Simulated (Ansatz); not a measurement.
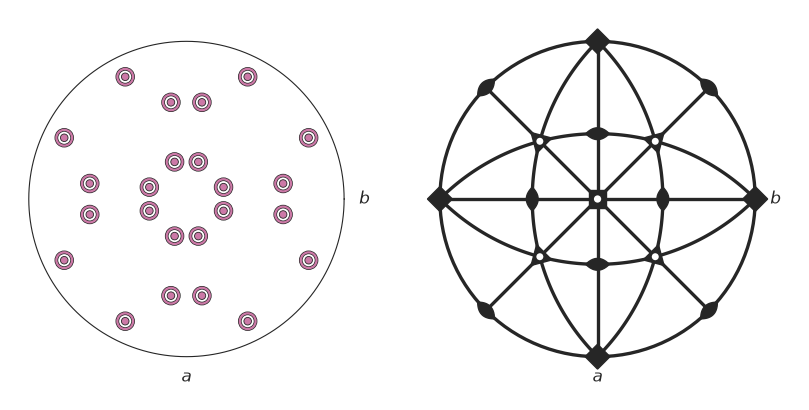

Stereographic projection: filled dots lie in the upper hemisphere, open rings in the lower; heavy lines are mirror planes (a heavy rim: a mirror in the plane of the page); lens, triangle, square and hexagon are 2-, 3-, 4- and 6-fold axes, a lens in an open square is −4, a triangle in an open hexagon −6; thin dashed diameters join the ends of axes that lie in the page; a small open circle marks inversion. The c axis points at the viewer. Left: one general form; right: the symmetry elements. Computed from the symmetry operations of a computed or model structure of composition ZrO2, which need not be its known form.

### Identify the point group and its elements.

m-3m (Oh), order 48, cubic system: three fourfold axes, four threefold axes, six twofold axes, nine mirror planes, an inversion centre.

### Which physical properties does it allow?

It is centrosymmetric, so neither piezoelectric nor pyroelectric; it is not chiral.
